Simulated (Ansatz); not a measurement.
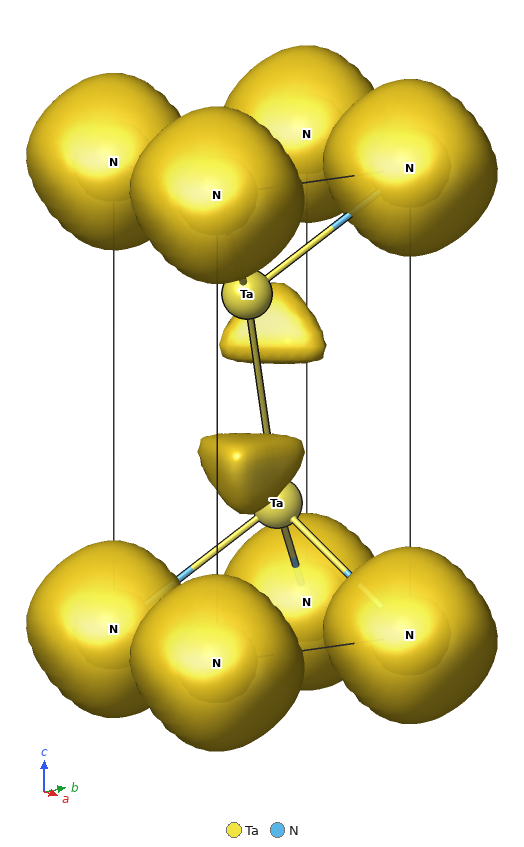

*Ta2N. Isosurface of the ELF at 0.65 (yellow), seen slightly off an axis. Only the valence region is drawn (cores and ρ < 0.01 e/Å³ removed). Sticks mark near contacts.*

Space group P-3m1; a structure from a database of computed crystals, not necessarily the ambient phase; not relaxed (largest force 0.8 eV/Å); computed pressure about −7 GPa in this cell.

These are results of Ansatz 0.2.0, Kohn-Sham DFT of a periodic cell, PBE0, Ansatz PAW, not measurements.

Input file:

```
crystal:
  lattice:
    - [3.112861506, 0.0, 0.0]
    - [-1.556430753, 2.6958171426, 0.0]
    - [0.0, 0.0, 4.869841]
  atoms:
    - { symbol: Ta, position: [0.3333333333, 0.6666666667, 0.254711] }
    - { symbol: Ta, position: [0.6666666667, 0.3333333333, 0.745289] }
    - { symbol: "N", position: [0.0, 0.0, 0.0] }
hamiltonian:
  xc: pbe0
  pseudopotentials: { kind: paw }
kpoints:
  mp_grid: { grid: [5, 5, 3] }
scf:
  occupations: { method: fermi_dirac, width: 0.05 }
output:
  forces: true
  stress: true
  eigenvalues: true
  write_density: true
  write_potential: true
  elf: true
  volumetric_format: npy
```

Below, planes, directions and counts refer to the conventional cell (a = 3.11 Å, b = 3.11 Å, c = 4.87 Å, α = 90.00°, β = 90.00°, γ = 120.00°).

Q: Identify the bonds, lone pairs and shells in this picture.

A: The surface consists of one region wrapped around N (its valence shell) and two pockets between the atoms, centred on no nucleus (multi-centre or interstitial), counted in one cell of 3 atoms. Any copies at cell faces, edges or corners count once. Along the contacts the grid gives the following. Ta–N (2.18 Å): the ELF peaks at about 0.80 in the valence shell of N, 0.7 Å from its nucleus, and drops to about 0.15 between the two atoms (no shared electron pair shows on this line). Ta–Ta (2.99 Å): the ELF is about 0.35 at the midpoint.

Q: Does the calculation give a band gap?

A: It is metallic or semimetallic at this level of theory: no gap opens; semilocal functionals without U, or without the true magnetic order, often close the gap of such compounds.
